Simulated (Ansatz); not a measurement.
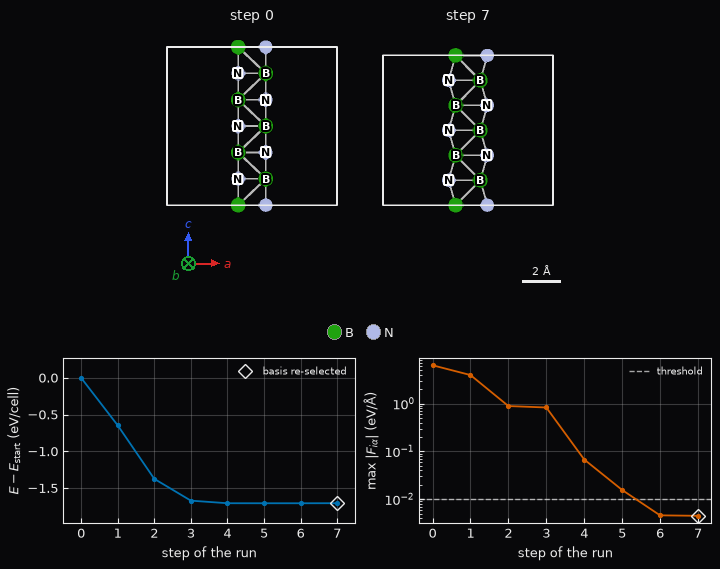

First and last geometry of a relaxation of a wire of composition BN, with the history of the run. A ball-and-stick model of the 3 repeat of the cell, with the vacuum cut short, seen along the b axis.

Case: ladder chain of atoms.

Theory: Ansatz, DFT r2SCAN, scalar-relativistic, plane waves, PAW.

Input file:
```yaml
crystal:
  lattice:
    - [10.5, 0.0, 0.0]
    - [0.0, 9.3, 0.0]
    - [0.0, 0.0, 2.8134262098]
  atoms:
    - { symbol: B, position: [0.4296643448, 0.5, 0.0], spin: 0.5 }
    - { symbol: "N", position: [0.4296643448, 0.5, 0.5], spin: 0.5 }
    - { symbol: "N", position: [0.5703356552, 0.5, 0.0], spin: 0.5 }
    - { symbol: B, position: [0.5703356552, 0.5, 0.5], spin: 0.5 }
basis:
  ecutwfc: 500
kpoints:
  mp_grid: { grid: [1, 1, 23] }
hamiltonian:
  xc: r2scan
scf:
  occupations: { method: gaussian, width: 0.05 }
output:
  forces: true
  stress: true
  eigenvalues: true
  populations: true
  write_density: true
  write_potential: true
  elf: true
  volumetric_format: npy
magnetization:
  spin_polarized: true
relax:
  adjacent_minimum: "off"
  f_tol: 0.01
  max_steps: 45
  cell: { fix: [a, b, alpha, beta, gamma], stress_tol: 0.03 }
```

Run as
```bash
ansatz run input.yaml --threads 2 --pin off --max-ram 5120MiB --backend cpu --events-out ev --progress --plain --runs-dir out
```

> What do the curves and the structures tell?

It converged. The largest moves relative to the layer's centre, 0.29 Å, are those of N2 and N3. By element the largest moves are N 0.29 Å, B 0.08 Å. Along the periodic axis the drawn cell goes c 8.440 → 7.992 Å (−5.3 %). Among the contacts that change: B1–N3 1.477 → 1.694 Å, B1–B4 2.040 → 1.878 Å, B1–N2 1.407 → 1.383 Å. Bond angles that change, for instance: N3–B4–N3 180.0° → 148.9°, B4–N3–B4 180.0° → 148.9°, B1–B4–N3 133.6° → 150.7°. Over 6 accepted moves (7 points after the start) the energy falls by 1.705 eV per cell of the calculation. Largest force component: 6.3 eV/Å at the start, 0.0045 eV/Å at the end. At 1 point the geometry stayed and the basis and grid were re-selected for the new cell (energy shift of 0.7 meV per cell of the calculation at most each time). The program noted that the starting moments weren't kept.
